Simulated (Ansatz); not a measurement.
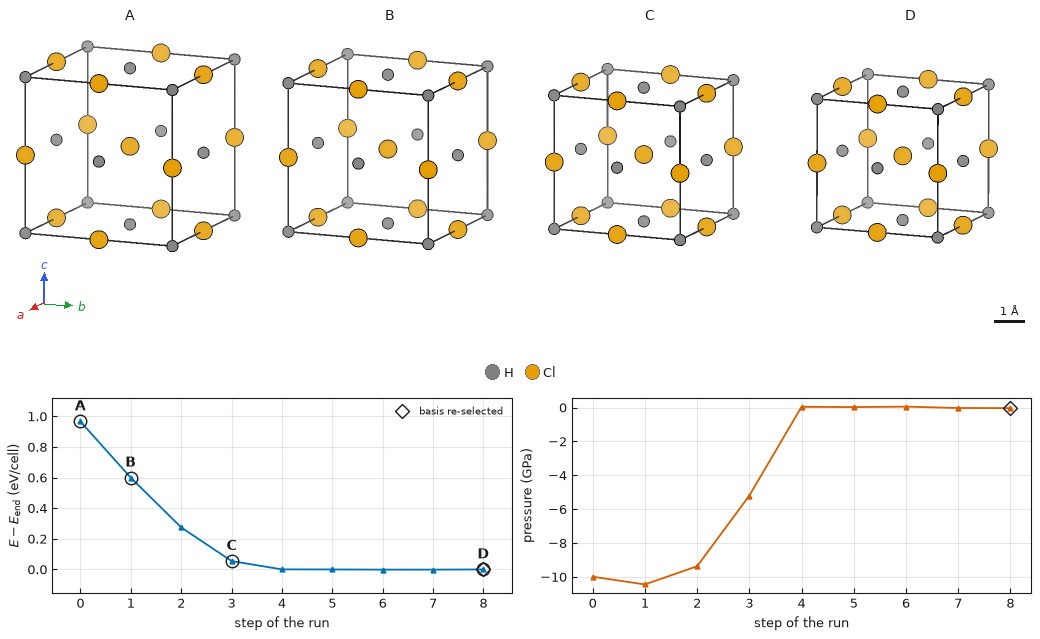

Frames of a relaxation of solid HCl (set up in Fm-3m), marked on the history of the run. The picture is a ball-and-stick view of the conventional cell (4 times the calculation's cell), seen slightly off an axis. Lengths and directions refer to the drawn axes.

These are results of DFT, PAW plane waves, r2SCAN (Ansatz 0.2.0), not measurements.

Input file:
```yaml
crystal:
  lattice:
    - [0.0, 2.744997, 2.744997]
    - [2.744997, 0.0, 2.744997]
    - [2.744997, 2.744997, 0.0]
  atoms:
    - { symbol: H, position: [0.0, 0.0, 0.0] }
    - { symbol: Cl, position: [0.5, 0.5, 0.5] }
  symmetry: { tolerance: 0.0003 }
kpoints:
  mp_grid: { grid: [6, 6, 6], shift: [0.5, 0.5, 0.5] }
magnetization:
  spin_polarized: false
scf:
  occupations: { method: methfessel_paxton, width: 0.001 }
  eigensolver: { kind: davidson }
hamiltonian:
  pseudopotentials: { kind: paw }
  xc: r2scan
basis:
  ecutwfc: 500
output:
  forces: true
  stress: true
  eigenvalues: true
  write_density: true
  write_potential: true
  elf: true
  volumetric_format: npy
relax:
  max_steps: 40
  cell: {}
```

Run as
```bash
ansatz run input.yaml --threads 1 --pin off --max-ram 2560MiB --backend cpu --events-out ev --progress --plain --runs-dir out
```

Question: Describe the path.

Answer: No atom moves by more than 0.005 Å relative to the cell. The volume changes by −44.2 %, with a = b = c 5.490 → 4.520 Å (−17.7 %), α 90.0° → 89.5°, β 90.0° → 89.5°, γ 90.0° → 89.5°. The space group (tolerance 0.01 Å) goes from Fm-3m (No. 225) to R-3m (No. 166). The energy falls by 0.967 eV per cell of the calculation in 7 accepted moves (8 points after the start). All forces vanish by symmetry, so only the cell relaxes. Pressure: −9.98 GPa at the start and −0.03 GPa at the end. At 1 point the geometry stayed and the basis and grid were re-selected for the new cell (energy shift of 1.1 meV per cell of the calculation at most each time). From step 0 to 1: volume −13.8 %, energy −0.367 eV per cell of the calculation. From step 1 to 3: volume −27.3 %, energy −0.545 eV per cell of the calculation. From step 3 to 8: volume −10.9 %, energy −54.9 meV per cell of the calculation.
